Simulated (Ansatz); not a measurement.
Run report: Mg, geometry relaxation (part 2 of 2)

Continued. System: Mg (P6₃/mmc, 8 atoms in the cell). Method: DFT PBE, scalar-relativistic, plane waves, PAW, no spin polarisation (Ansatz 0.2.0); cutoff 420 eV, 6×6×7 k-mesh, Gaussian smearing of 0.1 eV. The structure derives from a Materials Project entry. It belongs to a series of runs on one base structure; here: film's bulk on the substrate's plane, third vector and atoms relaxed.

Geometry of the input (Å; fractional positions):
```
6.7424  0.0000  0.0000
-3.3712  5.8391  0.0000
0.0000  0.0000  4.8500
Mg 0.3333  0.6667  0.2500
Mg 0.3333  0.1667  0.2500
Mg 0.8333  0.6667  0.2500
Mg 0.8333  0.1667  0.2500
Mg 0.1667  0.3333  0.7500
Mg 0.1667  0.8333  0.7500
Mg 0.6667  0.3333  0.7500
Mg 0.6667  0.8333  0.7500
```

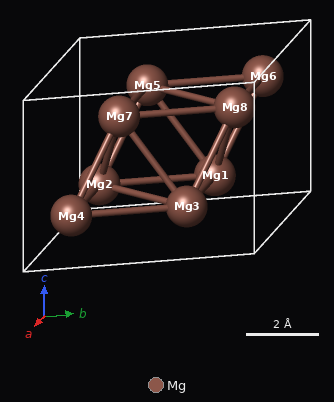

The geometry at step 2 of the log (ball-and-stick view of the cell of the calculation, seen slightly off an axis; atoms are numbered from 1 in the order of the input).

Log, continued:
```
SCF iter   1: F=—  HF=-15390.234869 eV  |F-HF|=—  |Δ(HF+E_count)|=         —  Δρ=1.47e-4  dr2=6.69e-5  ethr=8.57e-8  ⟨swp⟩=3.0  Hψ=7011  notcnv=0
preconditioner: auto → Kerker (q_TF=auto, 2.346 Å⁻¹)  [metal: Δε(μ)=0.042 eV  Ē_g=4.662 eV  σ=0.100 eV  W_gap=0.23  n_scr=44 (ndim 8)  ℏωp=10.6 eV  f_vac=0.000  D(μ)=3.12/eV (n_scr^D=20)]
SCF iter   2: F=—  HF=-15390.234732 eV  |F-HF|=—  |Δ(HF+E_count)|=   1.37e-4  Δρ=1.06e-4  dr2=3.53e-5  ethr=8.37e-8  ⟨swp⟩=1.0  Hψ=1344  notcnv=0
SCF iter   3: F=—  HF=-15390.234719 eV  |F-HF|=—  |Δ(HF+E_count)|=   1.24e-5  Δρ=2.63e-5  dr2=2.11e-6  ethr=4.41e-8  ⟨swp⟩=1.0  Hψ=1344  notcnv=0
SCF iter   4: F=-15390.234719 eV  HF=-15390.234719 eV  |F-HF|=3.29e-8  |Δ(HF+E_count)|=   4.72e-7  Δρ=4.08e-6  dr2=4.87e-8  ethr=1.00e-9  ⟨swp⟩=9.9  Hψ=8189  notcnv=0
SCF 3 converged in 4 iterations: F = -15390.234719 eV  dr2 = 4.87e-8
relax step   3: F+E_penalty+E_count = -15390.23471881 eV  Δ(F+E_penalty+E_count) = -3.493e-3 eV  max|allowed force component| = 8.204e-18 eV/Å  Δτ_max = 0.0000 Å  P = -2.145 GPa  Ω = 197.881 Å³  energy of the carried Pulay correction = -1.104e-4 eV  fix = [a, b, gamma]  reactions: a -3.241, b -3.241 GPa  (4 SCF iters, dr2 threshold 8.00e-7 eV, accepted)
Initial wavefunctions: pseudopotential atomic-orbital guess (no wavefunctions were taken with the density)
iter 1 solved again at ethr=7.89e-10 eV; its pass at ethr=3.10e-3 eV (dr2=6.31e-7 eV) is discarded
SCF iter   1: F=—  HF=-15390.234911 eV  |F-HF|=—  |Δ(HF+E_count)|=         —  Δρ=5.78e-5  dr2=1.88e-7  ethr=7.89e-10  ⟨swp⟩=4.2  Hψ=10841  notcnv=0
preconditioner: auto → Kerker (q_TF=auto, 2.346 Å⁻¹)  [metal: Δε(μ)=0.041 eV  Ē_g=4.662 eV  σ=0.100 eV  W_gap=0.22  n_scr=44 (ndim 8)  ℏωp=10.6 eV  f_vac=0.000  D(μ)=3.11/eV (n_scr^D=20)]
SCF iter   2: F=—  HF=-15390.234822 eV  |F-HF|=—  |Δ(HF+E_count)|=   8.97e-5  Δρ=2.94e-5  dr2=6.42e-8  ethr=2.35e-10  ⟨swp⟩=2.0  Hψ=2199  notcnv=0
SCF iter   3: F=—  HF=-15390.234829 eV  |F-HF|=—  |Δ(HF+E_count)|=   6.76e-6  Δρ=1.40e-6  dr2=5.27e-9  ethr=8.02e-11  ⟨swp⟩=2.2  Hψ=1733  notcnv=0
SCF iter   4: F=—  HF=-15390.234829 eV  |F-HF|=—  |Δ(HF+E_count)|=   1.85e-9  Δρ=4.30e-7  dr2=3.33e-10  ethr=6.59e-12  ⟨swp⟩=1.0  Hψ=1344  notcnv=0
SCF iter   5: F=-15390.234829 eV  HF=-15390.234829 eV  |F-HF|=2.91e-11  |Δ(HF+E_count)|=  4.87e-10  Δρ=1.27e-7  dr2=6.33e-12  ethr=1.00e-12  ⟨swp⟩=8.1  Hψ=5990  notcnv=0
SCF 4 converged in 5 iterations: F = -15390.234829 eV  dr2 = 6.33e-12
relax step   4: F+E_penalty+E_count = -15390.23482852 eV  Δ(F+E_penalty+E_count) = -1.097e-4 eV  max|allowed force component| = 4.879e-18 eV/Å  Δτ_max = 0.0000 Å  P = -2.145 GPa  Ω = 197.881 Å³  fix = [a, b, gamma]  reactions: a -3.241, b -3.241 GPa  stress off target by 4.68e-2 GPa on what of the cell is left free  SCF on the basis re-selected at this cell (its energy is not comparable with the rows above)  (5 SCF iters)
basis re-selected at this cell: Δ(F+E_penalty+E_count) = -1.097e-4 eV, ΔP = +0.000 GPa vs the last step (what re-selecting the basis moved, of the pressure what is left beyond the Pulay correction that the steps carried, after the strain that the cell walked since its last selection, with what the two solves' SCF thresholds leave and, on support functions, any second-order correction that the steps lacked; it is no measure of the basis error at this ecutwfc). This SCF's stress stands 4.68e-2 GPa from its target on what of the cell is left free (relax.cell.stress_tol is 1.00e-1 GPa) and its largest allowed force component is 4.88e-18 eV/Å (relax.f_tol is 1.00e-2 eV/Å): within both
SCF converged after 5 iterations
Free energy (F): -15390.234829 eV
Harris-Foulkes:  -15390.234829 eV  (|F-HF|=2.91e-11)
Internal energy: -15390.219262 eV  (E = F + TS)
E sigma→0 (E₀):  -15390.227045 eV
Entropy (-TS):   -0.015566 eV (-1.946 meV/atom)
Fermi energy:    5.017277 eV
--- Per-component energies (eV) ---
  E_band       = -2912.694944
  E_kinetic    = 594.957036
  E_local      = -13207.924764  (includes V_loc(G=0)·N_el)
  E_nonlocal   = 765.588659
  E_hartree    = 4727.010549
  E_xc         = -224.963158
  E_vxc        = -290.104252  (∫ρ·V_xc dr)
  E_paw        = -2341.577132  (= ΣΔE_a)
  E_vpaw       = -229.232698  (= ΣTr[D̂ρ^β])
  E_aug_tail   = -0.000025  (compensation charges beyond the density's cutoff)
  E_ewald      = -5703.310427
  E_smearing   = -0.015566  (= −TS)
  E_closure    = 0.000000  (closes the sum)
  Σ components = -15390.234829   (vs F -15390.234829, Δ=0.00e0)
--- Forces (eV/Å), atoms counted from 1 ---
  atom   1  Mg    -0.00000000    -0.00000000     0.00000000
  atom   2  Mg     0.00000000    -0.00000000    -0.00000000
  atom   3  Mg    -0.00000000    -0.00000000     0.00000000
  atom   4  Mg    -0.00000000    -0.00000000     0.00000000
  atom   5  Mg     0.00000000     0.00000000     0.00000000
  atom   6  Mg    -0.00000000     0.00000000    -0.00000000
  atom   7  Mg    -0.00000000     0.00000000    -0.00000000
  atom   8  Mg    -0.00000000     0.00000000     0.00000000
  max |Σ_I F_I| component: 4.34e-18 eV/Å
--- Stress (GPa, compression-positive) ---
       -3.241319       0.000000      -0.000000
       -0.000000      -3.241319      -0.000000
       -0.000000       0.000000       0.046763
  P = ⅓ Tr σ = -2.1453 GPa (-21.453 kbar)
--- Band table (eV; the first three rows and the last of 28) ---
  k-point 0: bands = ["-71.0573", "-71.0554", "-71.0554", "-71.0554", "-71.0545", "-71.0545", "-71.0545", "-71.0543", "-37.8240", "-37.8186", "-37.8186", "-37.8186", "-37.8136", "-37.8136", "-37.8136", "-37.8123", "-37.8123", "-37.8123", "-37.8112", "-37.8112", "-37.8112", "-37.8066", "-37.8066", "-37.8024", "-37.8024", "-37.8024", "-37.8023", "-37.8023", "-37.8023", "-37.8006", "-37.8006", "-37.7936", "-1.5609", "2.6943", "2.6943", "2.6943", "2.8530", "2.8530", "2.8530", "3.9505", "4.5968", "7.7567", "7.7567", "7.7567", "8.2562", "8.2562", "8.2562", "8.7315"]
  k-point 1: bands = ["-71.0571", "-71.0554", "-71.0554", "-71.0554", "-71.0545", "-71.0545", "-71.0545", "-71.0544", "-37.8225", "-37.8202", "-37.8202", "-37.8202", "-37.8151", "-37.8151", "-37.8151", "-37.8108", "-37.8108", "-37.8108", "-37.8100", "-37.8100", "-37.8100", "-37.8063", "-37.8063", "-37.8029", "-37.8029", "-37.8029", "-37.8016", "-37.8016", "-37.8016", "-37.8009", "-37.8009", "-37.7951", "-1.4386", "2.7262", "2.8117", "2.8117", "2.8117", "2.9662", "2.9662", "2.9662", "6.0305", "6.8170", "6.8170", "6.8170", "7.0072", "7.0072", "7.0072", "9.9489"]
  k-point 2: bands = ["-71.0567", "-71.0553", "-71.0553", "-71.0553", "-71.0548", "-71.0546", "-71.0546", "-71.0546", "-37.8220", "-37.8220", "-37.8220", "-37.8183", "-37.8181", "-37.8181", "-37.8181", "-37.8095", "-37.8095", "-37.8095", "-37.8062", "-37.8062", "-37.8062", "-37.8055", "-37.8055", "-37.8041", "-37.8041", "-37.8041", "-37.8018", "-37.8018", "-37.8007", "-37.8007", "-37.8007", "-37.7994", "-1.0730", "1.4435", "3.1597", "3.1597", "3.1597", "3.3022", "3.3022", "3.3022", "5.6403", "5.6403", "5.6403", "5.7696", "5.7696", "5.7696", "7.9406", "11.1998"]
  k-point 27: bands = ["-71.0555", "-71.0555", "-71.0555", "-71.0550", "-71.0550", "-71.0550", "-71.0548", "-71.0548", "-37.8194", "-37.8194", "-37.8176", "-37.8176", "-37.8176", "-37.8153", "-37.8153", "-37.8153", "-37.8136", "-37.8112", "-37.8074", "-37.8074", "-37.8074", "-37.8059", "-37.8059", "-37.8059", "-37.8033", "-37.8033", "-37.8033", "-37.8004", "-37.8004", "-37.8004", "-37.8002", "-37.8002", "0.9827", "0.9827", "0.9827", "1.8102", "1.8102", "1.8102", "4.9764", "4.9764", "5.3301", "6.1243", "6.2954", "6.2954", "9.2340", "9.2340", "9.2340", "9.2873"]
--- Relaxed structure (3 steps of the walk, 3 accepted, 1 SCFs on fresh bases) ---
  F+E_penalty+E_count = -15390.23482852 eV   max|allowed force component| = 4.879e-18 eV/Å   (the final SCF, on the basis selected at the relaxed cell)
  cell:  # Å, volume = 197.8808 Å³
    - [6.742363756028022, -8.240074861342028e-97, -4.5348991056778385e-18]
    - [-3.371181878014011, 5.839058294275732, 2.26744955283892e-18]
    - [-3.262105713083891e-18, 6.218139512986162e-34, 5.026304025186653]
  atoms:
    - { symbol: Mg, position: [0.33333333333333337, 0.6666666666666666, 0.25] }
    - { symbol: Mg, position: [0.3333333333333334, 0.16666666666666666, 0.25] }
    - { symbol: Mg, position: [0.8333333333333335, 0.6666666666666666, 0.25] }
    - { symbol: Mg, position: [0.8333333333333335, 0.16666666666666666, 0.25] }
    - { symbol: Mg, position: [0.16666666666666666, 0.33333333333333337, 0.75] }
    - { symbol: Mg, position: [0.16666666666666663, 0.8333333333333334, 0.75] }
    - { symbol: Mg, position: [0.6666666666666667, 0.33333333333333337, 0.75] }
    - { symbol: Mg, position: [0.6666666666666666, 0.8333333333333334, 0.75] }
```

Trajectory as extended XYZ (Å, eV, eV/Å), 4 frames, from step=1 to step=4:
```
8
Lattice="6.7424 0.0000 0.0000 -3.3712 5.8391 0.0000 0.0000 0.0000 4.8500" Properties=species:S:1:pos:R:3:forces:R:3 step=1 energy=-15390.18218 pressure_GPa=-0.88
Mg    0.0000    3.8927    1.2125    0.0000   0.0000   0.0000
Mg    1.6856    0.9732    1.2125    0.0000   0.0000   0.0000
Mg    3.3712    3.8927    1.2125    0.0000   0.0000   0.0000
Mg    5.0568    0.9732    1.2125    0.0000   0.0000   0.0000
Mg    0.0000    1.9464    3.6375    0.0000   0.0000   0.0000
Mg   -1.6856    4.8659    3.6375    0.0000   0.0000   0.0000
Mg    3.3712    1.9464    3.6375    0.0000   0.0000   0.0000
Mg    1.6856    4.8659    3.6375    0.0000   0.0000   0.0000
8
Lattice="6.7424 0.0000 0.0000 -3.3712 5.8391 0.0000 0.0000 0.0000 4.9820" Properties=species:S:1:pos:R:3:forces:R:3 step=2 energy=-15390.23122 pressure_GPa=-1.86
Mg    0.0000    3.8927    1.2455    0.0000   0.0000   0.0000
Mg    1.6856    0.9732    1.2455    0.0000   0.0000   0.0000
Mg    3.3712    3.8927    1.2455    0.0000   0.0000   0.0000
Mg    5.0568    0.9732    1.2455    0.0000   0.0000   0.0000
Mg    0.0000    1.9464    3.7365    0.0000   0.0000   0.0000
Mg   -1.6856    4.8659    3.7365    0.0000   0.0000   0.0000
Mg    3.3712    1.9464    3.7365    0.0000   0.0000   0.0000
Mg    1.6856    4.8659    3.7365    0.0000   0.0000   0.0000
8
Lattice="6.7424 0.0000 0.0000 -3.3712 5.8391 0.0000 0.0000 0.0000 5.0263" Properties=species:S:1:pos:R:3:forces:R:3 step=3 energy=-15390.23472 pressure_GPa=-2.15
Mg    0.0000    3.8927    1.2566    0.0000   0.0000   0.0000
Mg    1.6856    0.9732    1.2566    0.0000   0.0000   0.0000
Mg    3.3712    3.8927    1.2566    0.0000   0.0000   0.0000
Mg    5.0568    0.9732    1.2566    0.0000   0.0000   0.0000
Mg    0.0000    1.9464    3.7697    0.0000   0.0000   0.0000
Mg   -1.6856    4.8659    3.7697    0.0000   0.0000   0.0000
Mg    3.3712    1.9464    3.7697    0.0000   0.0000   0.0000
Mg    1.6856    4.8659    3.7697    0.0000   0.0000   0.0000
8
Lattice="6.7424 0.0000 0.0000 -3.3712 5.8391 0.0000 0.0000 0.0000 5.0263" Properties=species:S:1:pos:R:3:forces:R:3 step=4 energy=-15390.23483 pressure_GPa=-2.15
Mg    0.0000    3.8927    1.2566    0.0000   0.0000   0.0000
Mg    1.6856    0.9732    1.2566    0.0000   0.0000   0.0000
Mg    3.3712    3.8927    1.2566    0.0000   0.0000   0.0000
Mg    5.0568    0.9732    1.2566    0.0000   0.0000   0.0000
Mg    0.0000    1.9464    3.7697    0.0000   0.0000   0.0000
Mg   -1.6856    4.8659    3.7697    0.0000   0.0000   0.0000
Mg    3.3712    1.9464    3.7697    0.0000   0.0000   0.0000
Mg    1.6856    4.8659    3.7697    0.0000   0.0000   0.0000
```

Key numbers:

| quantity | value |
| --- | --- |
| outcome | converged |
| space group (tolerance 0.01 Å) | P6₃/mmc (194) |
| electrons treated | 80 |
| free energy | −15390.2348 eV |
| Fermi energy | 5.017 eV |
| gap on the k-point mesh | none (metallic) |
| pressure | −2.15 GPa |
| final volume | 197.88 Å³ |
| largest force (length of the vector) at the end | under 0.001 eV/Å |
| final cell | a = 6.742 Å, b = 6.742 Å, c = 5.026 Å, α = 90.00°, β = 90.00°, γ = 120.00° |
| hardware | 8 threads of Intel Xeon @ 2.70GHz, 189 GiB of memory available, shared host |
| wall time | 12 s (CPU time 70 s) |
| peak memory | 0.8 GiB |
